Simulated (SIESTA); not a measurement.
# A series of single points on TiAl

System: TiAl (Pm-3m, 2 atoms in the cell).
Method: Kohn-Sham DFT of a periodic cell, PBE, PseudoDojo 0.4 standard NC, numerical atomic orbitals, no spin polarisation (SIESTA 5.4.2).

The 7 runs differ only in the geometry, by an even scaling of the cell at fixed fractional positions. The structure derives from a Materials Project entry.

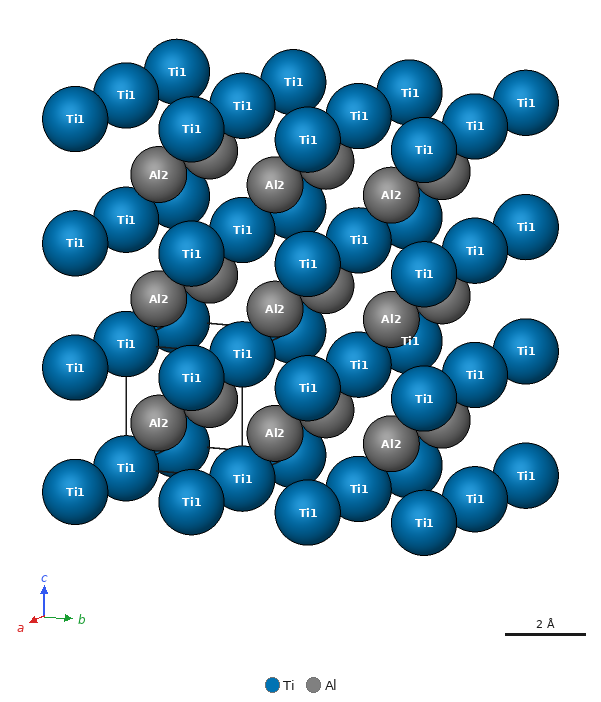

Figure 1. The structure of run 4 (spheres-only view of the cell of the calculation, repeated 2 × 3 × 3, seen slightly off an axis; atoms are numbered from 1 in the order of the input).

### Input file of run 4
```
SystemName                      TiAl
SystemLabel                     TiAl
NumberOfSpecies                 2
NumberOfAtoms                   2
%block ChemicalSpeciesLabel
  1  22 Ti
  2  13 Al
%endblock ChemicalSpeciesLabel
%include structure.fdf

%block kgrid.MonkhorstPack
    8   0   0  0.0
    0   8   0  0.0
    0   0   8  0.0
%endblock kgrid.MonkhorstPack
XC.Functional                   GGA
XC.Authors                      PBE
PAO.BasisSize                   DZP
PAO.EnergyShift                 0.002 Ry
Mesh.Cutoff                     800 Ry
OccupationFunction              FD
ElectronicTemperature           0.05 eV
MaxSCFIterations                120
SCF.MustConverge                false
SCF.Mixer.Method                Pulay
SCF.Mixer.Weight                0.25
SCF.Mixer.History               8
SCF.DM.Tolerance                5.0e-05
SCF.H.Tolerance                 1.0e-03 eV
WriteForces                     true
Charge.Mulliken                 end
%block PAO.Basis
  Al 2
  n=3 0 2
    7.312 0.000
  n=3 1 2 P 1
    9.500 0.000
%endblock PAO.Basis
```

### File structure.fdf of run 4
```
LatticeConstant                 1.0 Ang
%block LatticeVectors
     3.1790640000     0.0000000000     0.0000000000
     0.0000000000     3.1790640000     0.0000000000
     0.0000000000     0.0000000000     3.1790640000
%endblock LatticeVectors
AtomicCoordinatesFormat         Fractional
%block AtomicCoordinatesAndAtomicSpecies
     0.0000000000     0.0000000000     0.0000000000  1  Ti
     0.5000000000     0.5000000000     0.5000000000  2  Al
%endblock AtomicCoordinatesAndAtomicSpecies
```

Command:
```bash
siesta TiAl.fdf > TiAl.out 2>&1
```

Run 2 differs from it as follows:
```diff
-     3.1790640000     0.0000000000     0.0000000000
-     0.0000000000     3.1790640000     0.0000000000
-     0.0000000000     0.0000000000     3.1790640000
+     3.1360984087     0.0000000000     0.0000000000
+     0.0000000000     3.1360984087     0.0000000000
+     0.0000000000     0.0000000000     3.1360984087
```

### Results, with one run withheld

| run | volume per atom (Å³) | free energy per atom, from the lowest run given (meV) | pressure (GPa) |
| --- | --- | --- | --- |
| 1 | 15.101 | 31.17 | 9.42 |
| 2 | 15.422 | ? | ? |
| 3 | 15.743 | 5.12 | 3.80 |
| 4 | 16.065 | 0.23 | 1.22 |
| 5 | 16.386 | 0.00 | −0.99 |
| 6 | 16.707 | 4.13 | −3.08 |
| 7 | 17.028 | 12.15 | −4.90 |

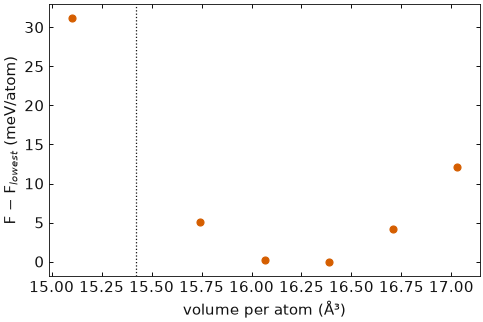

Figure 2. Free energy per atom of the runs given; the dotted line marks run 2.

What should run 2 give?

A cubic polynomial in V^(−2/3) (the Birch–Murnaghan form), fitted to the 6 runs given, misses them by at most 0.03 meV per atom. With x = V^(−2/3) − 0.15651 Å⁻², it reads F = −0.29252 + 592.34 x + 5.3088e+05 x² − 2.1671e+05 x³ (meV per atom). At run 2 it gives 15.28 meV per atom, and the run itself gives 15.34. The slope of the fit gives a pressure −dF/dV of 6.45 GPa there, and the run prints 6.46 GPa. The fit has its minimum at 16.237 Å³ per atom, where V d²F/dV² gives 113 GPa: the bulk modulus at this level, since symmetry fixes the shape and the positions.

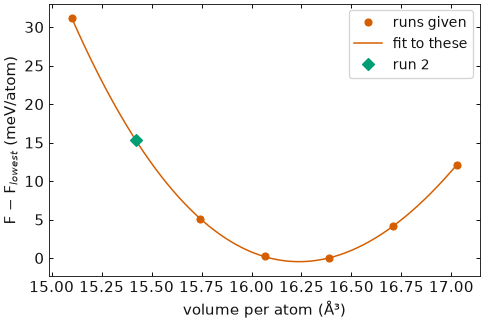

Figure 3. The fit and the withheld run.

### Some lines of the output (run 2)
```
[...]
outcell: Cell volume (Ang**3)        :     30.8439
stepf: Fermi-Dirac step function
siesta: Etot    =     -1677.899350
siesta: FreeEng =     -1677.919582
        iscf     Eharris(eV)        E_KS(eV)     FreeEng(eV)     dDmax    Ef(eV) dHmax(eV)
siesta: E_KS(eV) =            -1678.4487
siesta: E_KS - E_eggbox =     -1678.4487
siesta: Etot    =     -1678.448738
siesta: FreeEng =     -1678.470118
siesta:         Fermi =      -7.127677
siesta: Cell volume =         30.843883 Ang**3
    Orbital volume contribution        =           3.652625 eV
```

Notes: With a small basis of atomic orbitals these values can differ much from converged plane-wave results.
